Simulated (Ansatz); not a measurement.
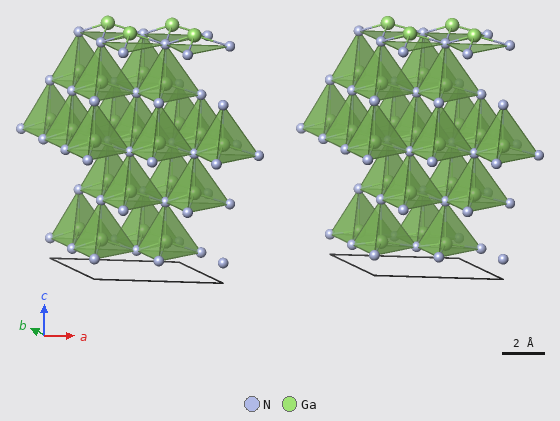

Two geometries of a slab of composition GaN (cut from the F-43m phase), drawn at one scale. One is the start of a relaxation, the other its converged end. Style: polyhedral. Shown: the 2 × 2 repeat of the cell, outlined in the plane, without the vacuum, slightly off an axis.

Method: Ansatz 0.2.0, DFT PBEsol, scalar-relativistic, plane waves, PAW. Set-up: plane-wave cutoff 420 eV; k-point mesh 9 × 9 × 1; occupations gaussian; smearing width 0.05 eV; no spin polarisation; dipole correction; atoms relaxed in a fixed cell; force threshold 0.02 eV/Å; at most 60 steps.

Which of the two is the end point?

The right one is the relaxed one. Case: (1 1 1) slab, atoms relaxed. The slab is the (1 1 1) face of GaN. The largest move relative to the layer's centre is that of an N atom, 0.19 Å along the normal (+c). By element the largest moves are N 0.19 Å, Ga 0.11 Å. The lattice vectors keep their values. Near-neighbour distances that change, for instance: Ga–N 1.948 → 2.092 Å, Ga–N 1.948 → 2.045 Å, Ga–N 1.948 → 1.870 Å, Ga–N 1.948 → 2.022 Å. Among the angles between lasting bonds that change: N–Ga–N 109.5° → 100.9°, N–Ga–N 109.5° → 116.5°, Ga–N–Ga 109.5° → 116.5°. The energy falls by 0.318 eV per cell of the calculation in 6 geometry steps. The largest force component goes from 2.1 to 0.0084 eV/Å.
